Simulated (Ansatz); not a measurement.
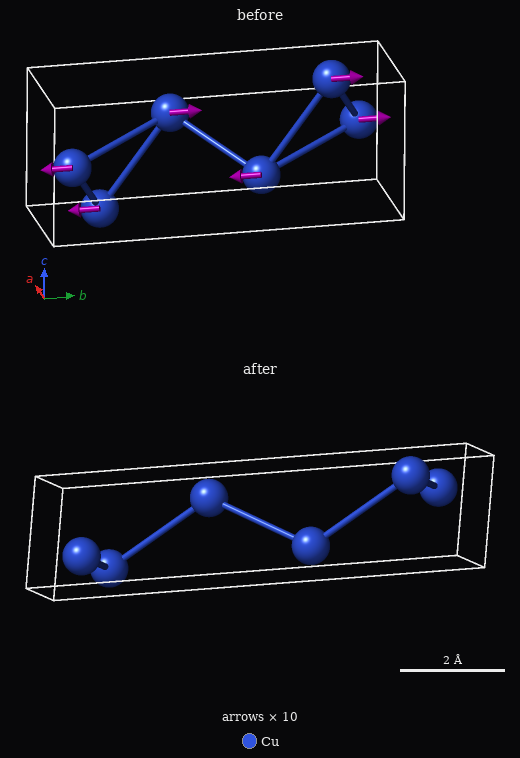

The structure of crystalline Cu (built on the Ga_15 type) (coarse preliminary run) before (top) and after (bottom) a relaxation, at one scale. The purple arrows give the displacements (the part carried along by the change of the cell is left out), magnified 10 times.

The picture is a ball-and-stick view of the conventional cell (2 times the calculation's cell), seen from a free direction. Lengths and directions refer to the drawn axes.

Case: Ga type (C2/c, No. 15).

The calculation used DFT PBE, scalar-relativistic, plane waves, PAW in Ansatz.

Input file:
```yaml
crystal:
  lattice:
    - [1.1885236452, -3.4602967876, 0.0]
    - [1.1885236452, 3.4602967876, 0.0]
    - [-0.1009342749, 0.0, 2.8616779043]
  atoms:
    - { symbol: Cu, position: [0.869, 0.131, 0.25] }
    - { symbol: Cu, position: [0.131, 0.869, 0.75] }
basis:
  ecutwfc: 420
kpoints:
  mp_grid: { grid: [8, 8, 6] }
hamiltonian:
  xc: pbe
scf:
  occupations: { method: gaussian, width: 0.1 }
  lower_state_search: "off"
output:
  forces: true
  stress: true
  eigenvalues: true
relax:
  adjacent_minimum: "off"
  f_tol: 0.04
  max_steps: 70
  cell: { stress_tol: 0.4 }
```

Summarise the run.

Answer. After 18 accepted moves (24 points after the start) the energy has fallen by 220 meV per atom. Largest force component: 0.66 eV/Å at the start, 0.0018 eV/Å at the end. The pressure goes from 14.01 to 0.04 GPa. The line search rejected the trial steps at points 9, 11, 13, 21 of the run. At 2 points the geometry stayed and the basis and grid were re-selected for the new cell (energy shift of 34.8 meV per atom at most each time). The largest moves relative to the cell, 0.063 Å, are those of Cu1 and Cu2. Cu2 goes along +b. The drawn cell changes as follows: a 2.377 → 2.470 Å (+3.9 %), b 6.921 → 8.514 Å (+23.0 %), c 2.863 → 2.701 Å (−5.7 %), β 92.0° → 121.3°; the volume changes by +3.1 %. Near-neighbour distances that change, for instance: Cu1–Cu1 3.656 → 2.544 Å, Cu1–Cu2 2.509 → 3.117 Å, Cu1–Cu2 (another image) 2.310 → 2.500 Å, Cu1–Cu1 (another image) 2.863 → 2.701 Å. The space group stays C2/c (No. 15).
